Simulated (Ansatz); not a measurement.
# What a change does: single-point calculation on ZnO

System: ZnO (P6₃mc, 4 atoms in the cell).
Method of the first run: DFT r2SCAN, scalar-relativistic, plane waves, PAW, no spin polarisation (Ansatz 0.2.0).

The structure derives from an entry of the Crystallography Open Database. Text and figures count atoms from 1; the logs count them from 0 in places.

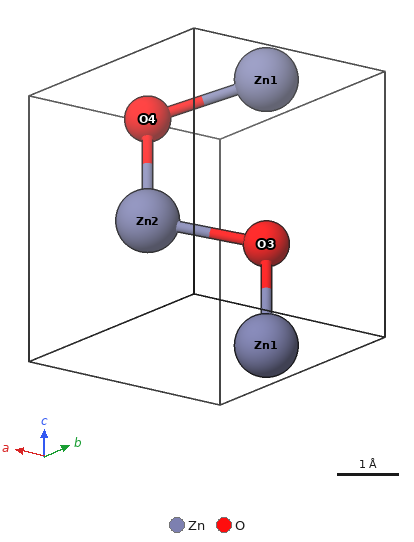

**Figure 1.** The structure as given in the input (ball-and-stick view of the cell of the calculation, seen at an oblique angle; atoms are numbered from 1 in the order of the input). An atom can appear more than once, as a periodic image.

The input, the first run:
```yaml
crystal:
  lattice:
    - [3.4118686601, 0.0, 0.0]
    - [-1.70593433, 2.954764934, 0.0]
    - [0.0, 0.0, 5.2038]
  atoms:
    - { symbol: Zn, position: [0.3333333333, 0.6666666667, 0.0] }
    - { symbol: Zn, position: [0.6666666667, 0.3333333333, 0.5] }
    - { symbol: O, position: [0.3333333333, 0.6666666667, 0.3821] }
    - { symbol: O, position: [0.6666666667, 0.3333333333, 0.8821] }
basis:
  ecutwfc: 500
kpoints:
  mp_grid: { grid: [12, 12, 6] }
hamiltonian:
  xc: r2scan
scf:
  occupations: { method: gaussian, width: 0.05 }
output:
  forces: true
  stress: true
  eigenvalues: true
```

Command:
```bash
ansatz run input.yaml --threads 1 --pin off --max-ram 2560MiB --backend cpu --events-out ev --progress --plain --runs-dir out
```

Hardware: 1 thread of Intel Xeon @ 2.50GHz (Skylake/Cascade Lake), 32 GiB of memory available, shared host.

Output, shortened to warnings, some set-up lines, iterations and results (the first run):
```
Basis set: ecut = 500 eV, 1327 PW (Γ), exchange–correlation on 100×100×160 points (64 copies of the dense FFT grid, shifted against one another)
Symmetry: 12 space group operations
k-points: 76 of 864 (time reversal used)
Initial density: superposition of atomic densities (neutral atoms: chi_scale 0, normalization atom), corrected by the library's trained network
[...]
SCF iter   1: F=—  HF=-7789.571801 eV  |F-HF|=—  |Δ(HF+E_count)|=         —  Δρ=1.92e-2  dr2=9.39e-2  dr2_τ=7.66e-2  ethr=1.77e-3  ⟨swp⟩=5.7  Hψ=7346  notcnv=0
SCF iter   2: F=—  HF=-7789.584937 eV  |F-HF|=—  |Δ(HF+E_count)|=   1.31e-2  Δρ=4.66e-3  dr2=8.71e-3  dr2_τ=6.75e-4  ethr=2.61e-4  ⟨swp⟩=2.2  Hψ=3819  notcnv=0
SCF iter   3: F=—  HF=-7789.582579 eV  |F-HF|=—  |Δ(HF+E_count)|=   2.36e-3  Δρ=4.49e-3  dr2=5.09e-3  dr2_τ=2.10e-4  ethr=2.42e-5  ⟨swp⟩=2.0  Hψ=3192  notcnv=0
SCF iter   4: F=—  HF=-7789.581480 eV  |F-HF|=—  |Δ(HF+E_count)|=   1.10e-3  Δρ=4.90e-4  dr2=1.25e-4  dr2_τ=3.39e-5  ethr=1.42e-5  ⟨swp⟩=2.0  Hψ=2830  notcnv=0
SCF iter   5: F=—  HF=-7789.581542 eV  |F-HF|=—  |Δ(HF+E_count)|=   6.15e-5  Δρ=2.92e-4  dr2=2.37e-5  dr2_τ=2.62e-6  ethr=3.48e-7  ⟨swp⟩=2.3  Hψ=2981  notcnv=0
SCF iter   6: F=—  HF=-7789.581569 eV  |F-HF|=—  |Δ(HF+E_count)|=   2.78e-5  Δρ=6.89e-5  dr2=3.35e-6  dr2_τ=1.13e-7  ethr=6.59e-8  ⟨swp⟩=2.1  Hψ=3050  notcnv=0
SCF iter   7: F=—  HF=-7789.581570 eV  |F-HF|=—  |Δ(HF+E_count)|=   3.39e-7  Δρ=1.79e-5  dr2=1.23e-7  dr2_τ=1.30e-8  ethr=9.32e-9  ⟨swp⟩=2.2  Hψ=2847  notcnv=0
SCF iter   8: F=-7789.581570 eV  HF=-7789.581570 eV  |F-HF|=2.25e-8  |Δ(HF+E_count)|=   4.71e-8  Δρ=7.11e-6  dr2=3.32e-8  dr2_τ=1.99e-9  ethr=2.78e-10  ⟨swp⟩=5.0  Hψ=7246  …
SCF 1 converged in 8 iterations: F = -7789.581570 eV  dr2 = 3.32e-8
SCF converged after 8 iterations
Free energy (F): -7789.581570 eV
Harris-Foulkes:  -7789.581570 eV  (|F-HF|=2.25e-8)
Internal energy: -7789.581570 eV  (E = F + TS)
E sigma→0 (E₀):  -7789.581570 eV
Fermi energy:    6.001883 eV
--- Per-component energies (eV) ---
  E_band       = 7.032192
  E_kinetic    = 607.310834
  E_local      = -4168.384070  (includes V_loc(G=0)·N_el)
  E_nonlocal   = 1342.244170
  E_hartree    = 1715.243567
  E_xc         = -390.400873
  E_vxc        = -312.637208  (∫ρ·V_xc dr)
  E_paw        = -4029.626721  (= ΣΔE_a)
  E_vpaw       = -911.114291  (= ΣTr[D̂ρ^β])
  E_aug_tail   = 0.002021  (compensation charges beyond the density's cutoff)
  E_vtau       = 19.131152  (kinetic-family band-sum trace: ∫τ·v_τ [+ j·A + Jᵃ·Aᵃ] dr)
  E_ewald      = -2865.541379
  E_core_change = -0.429119  (= ΣΔE_core)
  E_smearing   = -0.000000  (= −TS)
  E_closure    = 0.000000  (closes the sum)
  Σ components = -7789.581570   (vs F -7789.581570, Δ=0.00e0)
--- Forces (eV/Å), atoms counted from 1 ---
  atom   1  Zn    -0.00000000     0.00000000    -0.22224976
  atom   2  Zn     0.00000000    -0.00000000    -0.22224976
  atom   3  O      0.00000000    -0.00000000     0.22230237
  atom   4  O     -0.00000000     0.00000000     0.22230237
  max |Σ_I F_I| component: 1.05e-4 eV/Å
--- Stress (GPa, compression-positive) ---
      -14.990163      -0.000000       0.000000
        0.000000     -14.990163      -0.000000
        0.000000       0.000000      -6.687210
  P = ⅓ Tr σ = -12.2225 GPa (-122.225 kbar)
```

The second run used a changed input.

The two runs side by side:

```tsv
quantity	the first run	the second run
outcome	converged	converged
free energy per atom (eV)	−1947.3954	−1947.3938
gap on the mesh (eV)	1.10	1.17
pressure (GPa)	−12.22	−5.40
volume per atom (Å³)	13.12	12.46
largest force (eV/Å)	0.222	0.936
SCF iterations	8	8
irreducible k-points	76	76
plane waves at Γ	1327	1255
wall time (shared host)	24 s	22 s
```

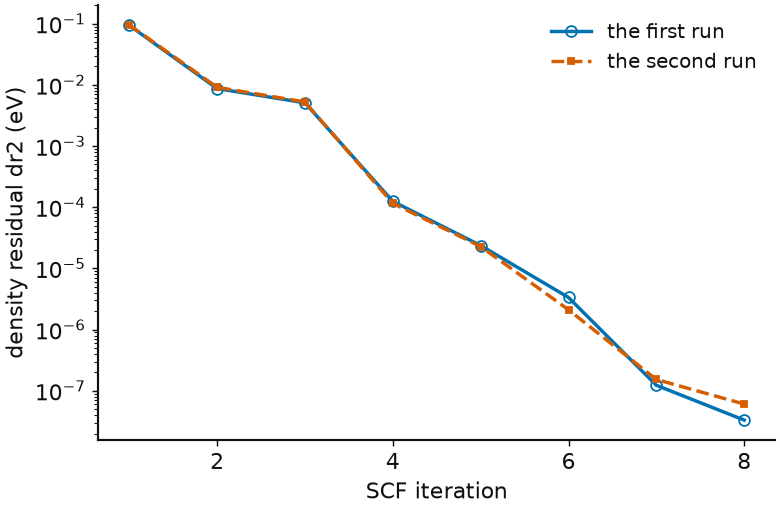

**Figure 2.** Convergence of the two runs: density residual dr2 against the SCF iteration. The first run takes 8 iterations in all, and the second run takes 8.

Which change of the input explains these differences?

The change (lines with − go, lines with + come):
```diff
-    - [0.0, 0.0, 5.2038]
+    - [0.0, 0.0, 4.94361]
```

With the same functional and potentials, the second run lies 1.6 meV per atom higher. The gap on the mesh goes from 1.10 to 1.17 eV. The pressure goes from −12.22 to −5.40 GPa. The largest force goes from 0.222 to 0.936 eV/Å. The volume per atom goes from 13.12 to 12.46 Å³. The number of SCF iterations is the same. The plane waves at Γ go from 1327 to 1255.

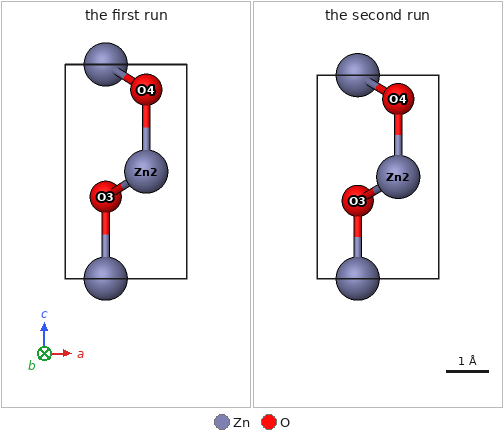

**Figure 3.** The two input geometries at one scale (ball-and-stick view of the cell of the calculation, along the b axis). The atoms keep their places relative to the cell (all moves are under 0.005 Å). The volume changes by −5.0 %, with a = b stay at 3.412 Å, c 5.204 → 4.944 Å (−5.0 %). Among the contacts that change: O–Zn 1.988 → 1.889 Å, O–Zn 2.063 → 2.054 Å.

Output, shortened to warnings, some set-up lines, iterations and results (the second run):
```
Basis set: ecut = 500 eV, 1255 PW (Γ), exchange–correlation on 100×100×160 points (64 copies of the dense FFT grid, shifted against one another)
Symmetry: 12 space group operations
k-points: 76 of 864 (time reversal used)
Initial density: superposition of atomic densities (neutral atoms: chi_scale 0, normalization atom), corrected by the library's trained network
[...]
SCF iter   1: F=—  HF=-7789.560111 eV  |F-HF|=—  |Δ(HF+E_count)|=         —  Δρ=1.99e-2  dr2=9.57e-2  dr2_τ=9.00e-2  ethr=1.77e-3  ⟨swp⟩=5.8  Hψ=7276  notcnv=0
SCF iter   2: F=—  HF=-7789.578627 eV  |F-HF|=—  |Δ(HF+E_count)|=   1.85e-2  Δρ=4.87e-3  dr2=9.14e-3  dr2_τ=6.86e-4  ethr=2.66e-4  ⟨swp⟩=2.2  Hψ=3822  notcnv=0
SCF iter   3: F=—  HF=-7789.576185 eV  |F-HF|=—  |Δ(HF+E_count)|=   2.44e-3  Δρ=4.65e-3  dr2=5.26e-3  dr2_τ=2.13e-4  ethr=2.54e-5  ⟨swp⟩=2.0  Hψ=3192  notcnv=0
SCF iter   4: F=—  HF=-7789.575038 eV  |F-HF|=—  |Δ(HF+E_count)|=   1.15e-3  Δρ=5.20e-4  dr2=1.16e-4  dr2_τ=3.01e-5  ethr=1.46e-5  ⟨swp⟩=2.0  Hψ=2858  notcnv=0
SCF iter   5: F=—  HF=-7789.575105 eV  |F-HF|=—  |Δ(HF+E_count)|=   6.74e-5  Δρ=2.89e-4  dr2=2.28e-5  dr2_τ=2.32e-6  ethr=3.21e-7  ⟨swp⟩=2.8  Hψ=3397  notcnv=0
SCF iter   6: F=—  HF=-7789.575132 eV  |F-HF|=—  |Δ(HF+E_count)|=   2.69e-5  Δρ=5.42e-5  dr2=2.11e-6  dr2_τ=4.94e-8  ethr=6.32e-8  ⟨swp⟩=2.1  Hψ=2696  notcnv=0
SCF iter   7: F=—  HF=-7789.575132 eV  |F-HF|=—  |Δ(HF+E_count)|=   2.48e-9  Δρ=1.89e-5  dr2=1.53e-7  dr2_τ=1.24e-8  ethr=5.87e-9  ⟨swp⟩=2.2  Hψ=2861  notcnv=0
SCF iter   8: F=-7789.575132 eV  HF=-7789.575132 eV  |F-HF|=4.46e-8  |Δ(HF+E_count)|=   2.08e-8  Δρ=1.06e-5  dr2=6.07e-8  dr2_τ=4.59e-9  ethr=2.78e-10  ⟨swp⟩=5.1  Hψ=7500  …
SCF 1 converged in 8 iterations: F = -7789.575132 eV  dr2 = 6.07e-8
SCF converged after 8 iterations
Free energy (F): -7789.575132 eV
Harris-Foulkes:  -7789.575132 eV  (|F-HF|=4.46e-8)
Internal energy: -7789.575132 eV  (E = F + TS)
E sigma→0 (E₀):  -7789.575132 eV
Fermi energy:    6.757265 eV
--- Per-component energies (eV) ---
  E_band       = 27.309133
  E_kinetic    = 610.345876
  E_local      = -4105.453538  (includes V_loc(G=0)·N_el)
  E_nonlocal   = 1342.559026
  E_hartree    = 1692.713667
  E_xc         = -391.646151
  E_vxc        = -314.282165  (∫ρ·V_xc dr)
  E_paw        = -4029.404976  (= ΣΔE_a)
  E_vpaw       = -910.417803  (= ΣTr[D̂ρ^β])
  E_aug_tail   = 0.002017  (compensation charges beyond the density's cutoff)
  E_vtau       = 19.138166  (kinetic-family band-sum trace: ∫τ·v_τ [+ j·A + Jᵃ·Aᵃ] dr)
  E_ewald      = -2908.261934
  E_core_change = -0.429119  (= ΣΔE_core)
  E_smearing   = -0.000000  (= −TS)
  E_closure    = 0.000000  (closes the sum)
  Σ components = -7789.575132   (vs F -7789.575132, Δ=0.00e0)
--- Forces (eV/Å), atoms counted from 1 ---
  atom   1  Zn    -0.00000000     0.00000000    -0.93567734
  atom   2  Zn     0.00000000    -0.00000000    -0.93567734
  atom   3  O      0.00000000     0.00000000     0.93564101
  atom   4  O     -0.00000000    -0.00000000     0.93564101
  max |Σ_I F_I| component: 7.27e-5 eV/Å
--- Stress (GPa, compression-positive) ---
      -12.461816       0.000000       0.000000
        0.000000     -12.461816      -0.000000
        0.000000       0.000000       8.727408
  P = ⅓ Tr σ = -5.3987 GPa (-53.987 kbar)
```
